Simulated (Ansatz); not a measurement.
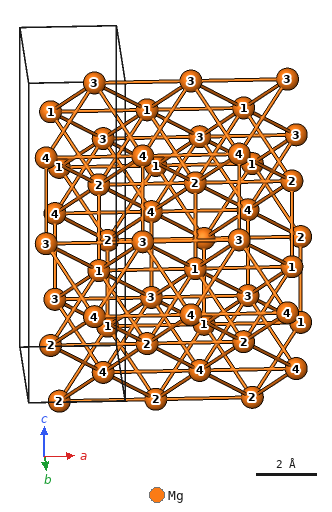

This is the input geometry for a relaxation of solid Mg (set up in Fmmm). The picture is a ball-and-stick view of the conventional cell (2 times the calculation's cell), repeated 3 × 2 × 1 with one cell outlined, seen from a free direction. Lengths and directions refer to the drawn axes.

Case: 2 of 2 Li taken out, relaxed.

The calculation used DFT PBE, scalar-relativistic, plane waves, PAW (Ansatz).

Input file:
```yaml
crystal:
  lattice:
    - [5.7391277847, -1.6224630024, 0.0]
    - [5.7391277847, 1.6224630024, 0.0]
    - [0.0, 0.0, 5.2630303615]
  atoms:
    - { symbol: Mg, position: [0.3842690838, 0.8842385057, 0.75] }
    - { symbol: Mg, position: [0.1157614943, 0.6157309162, 0.75] }
    - { symbol: Mg, position: [0.8842385057, 0.3842690838, 0.25] }
    - { symbol: Mg, position: [0.6157309162, 0.1157614943, 0.25] }
basis:
  ecutwfc: 420
kpoints:
  mp_grid: { grid: [12, 12, 8] }
hamiltonian:
  xc: pbe
scf:
  occupations: { method: gaussian, width: 0.1 }
output:
  forces: true
  stress: true
  eigenvalues: true
  write_density: true
  write_potential: true
  elf: true
  volumetric_format: npy
relax:
  adjacent_minimum: "off"
  f_tol: 0.02
  max_steps: 60
  cell: { stress_tol: 0.1 }
```

Run as
```bash
ansatz run input.yaml --threads 2 --pin off --max-ram 5120MiB --backend cpu --events-out ev --progress --plain --runs-dir out
```

Question: Where does the relaxation end?

Answer: Over 2 accepted moves (3 points after the start) the energy falls by 0.7 meV per cell of the calculation. The largest force component goes from 0.015 to 0.00056 eV/Å. The pressure goes from −0.06 to 0.02 GPa. The SCF was repeated once at an unchanged geometry on a basis and grid sized afresh for the cell, which shifted the energy by less than 0.05 meV per cell of the calculation at most. The largest moves relative to the cell, 0.005 Å, are those of Mg1, Mg2, Mg3 and Mg4. Mg3 goes along +c. The volume changes by −0.2 %, with a 3.245 → 3.227 Å (−0.6 %), b 5.263 → 5.260 Å (0.0 %), c 11.478 → 11.522 Å (+0.4 %). Among the contacts that change: Mg1–Mg1 3.245 → 3.227 Å, Mg1–Mg2 3.113 → 3.125 Å, Mg1–Mg3 3.092 → 3.086 Å. The space group stays Fmmm (No. 69). The run took 26 s on 2 threads of Intel(R) Xeon(R) 6975P-C (Granite Rapids), on a shared host, peak memory 0.7 GiB.
